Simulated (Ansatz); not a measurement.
**Geometry relaxation, with input and output: Rh (part 4 of 4)**

Rh (slab, 24 atoms in the cell); DFT PBE+D3(BJ), scalar-relativistic, plane waves, PAW, no spin polarisation (Ansatz 0.2.0); cutoff 420 eV, 6×4×1 k-mesh, Gaussian smearing of 0.1 eV. The structure derives from an entry of the Crystallography Open Database. The input holds or restrains some coordinates. Forces given for the steps count only the free coordinates.

Geometry of the input (Å; fractional positions):
```
5.3646  0.0000  0.0000
0.0000  7.5867  0.0000
0.0000  0.0000  23.7058
Rh 0.2500  0.2500  0.3586
Rh 0.2500  0.7500  0.3586
Rh 0.7500  0.2500  0.3586
Rh 0.7500  0.7500  0.3586
Rh 0.5000  0.5000  0.4151
Rh 0.5000  0.0000  0.4151
Rh 0.0000  0.5000  0.4151
Rh 0.0000  0.0000  0.4151
Rh 0.7500  0.7500  0.4717
Rh 0.7500  0.2500  0.4717
Rh 0.2500  0.7500  0.4717
Rh 0.2500  0.2500  0.4717
Rh 0.0000  0.0000  0.5283
Rh 0.0000  0.5000  0.5283
Rh 0.5000  0.0000  0.5283
Rh 0.5000  0.5000  0.5283
Rh 0.2500  0.2500  0.5849
Rh 0.2500  0.7500  0.5849
Rh 0.7500  0.2500  0.5849
Rh 0.7500  0.7500  0.5849
Rh 0.5000  0.5000  0.6414
Rh 0.5000  0.0000  0.6414
Rh 0.0000  0.5000  0.6414
Rh 0.0000  0.0000  0.6414
```

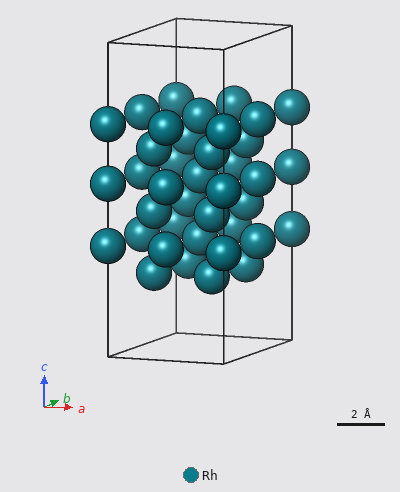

*The geometry at step 4 of the log (spheres-only view of the cell of the calculation, with the vacuum cut short, seen slightly off an axis).*

Trajectory as extended XYZ, continued:
```
24
Lattice="5.3646 0.0000 0.0000 0.0000 7.5867 0.0000 0.0000 0.0000 23.7058" Properties=species:S:1:pos:R:3:forces:R:3 step=4 energy=-153667.99426
Rh    1.3412    1.8967    8.5000    0.0000   0.0000   0.9734
Rh    1.3412    5.6901    8.5000    0.0000   0.0000   0.9734
Rh    4.0235    1.8967    8.5000    0.0000   0.0000   0.9734
Rh    4.0235    5.6901    8.5000    0.0000   0.0000   0.9734
Rh    2.6823    3.7934    9.8412    0.0000   0.0000  -0.3840
Rh    2.6823    0.0000    9.8412    0.0000   0.0000  -0.3840
Rh    0.0000    3.7934    9.8412    0.0000   0.0000  -0.3840
Rh    0.0000    0.0000    9.8412    0.0000   0.0000  -0.3840
Rh    4.0235    5.6901   11.1823    0.0000   0.0000  -0.5856
Rh    4.0235    1.8967   11.1823    0.0000   0.0000  -0.5856
Rh    1.3412    5.6901   11.1823    0.0000   0.0000  -0.5856
Rh    1.3412    1.8967   11.1823    0.0000   0.0000  -0.5856
Rh    0.0000    0.0000   12.5376    0.0000   0.0000  -0.0088
Rh    0.0000    3.7934   12.5376    0.0000   0.0000  -0.0088
Rh    2.6823    0.0000   12.5376    0.0000   0.0000  -0.0088
Rh    2.6823    3.7934   12.5376    0.0000   0.0000  -0.0088
Rh    1.3412    1.8967   13.8788    0.0000   0.0000   0.0076
Rh    1.3412    5.6901   13.8788    0.0000   0.0000   0.0076
Rh    4.0235    1.8967   13.8788    0.0000   0.0000   0.0076
Rh    4.0235    5.6901   13.8788    0.0000   0.0000   0.0076
Rh    2.6823    3.7934   15.1160    0.0000   0.0000  -0.0024
Rh    2.6823    0.0000   15.1160    0.0000   0.0000  -0.0024
Rh    0.0000    3.7934   15.1160    0.0000   0.0000  -0.0024
Rh    0.0000    0.0000   15.1160    0.0000   0.0000  -0.0024
```

Key numbers:

| quantity | value |
| --- | --- |
| outcome | converged under the restraints of the input |
| electrons treated | 408 |
| free energy | −153667.9943 eV |
| work function, top face | 4.52 eV |
| work function, bottom face | 4.56 eV |
| Fermi energy | 4.677 eV |
| gap on the k-point mesh | none (metallic) |
| final volume | 964.83 Å³ |
| work function (upper face) | 4.52 eV |
| largest force (length of the vector) at the end, held atoms and coordinates included | 0.973 eV/Å |
| hardware | 4 threads of Arm Neoverse N1, 54 GiB of memory available, shared host |
| wall time | 13 min (CPU time 50 min) |
| peak memory | 5 GiB |

The program warns: the exchange-correlation potential is rough where the density is thin.
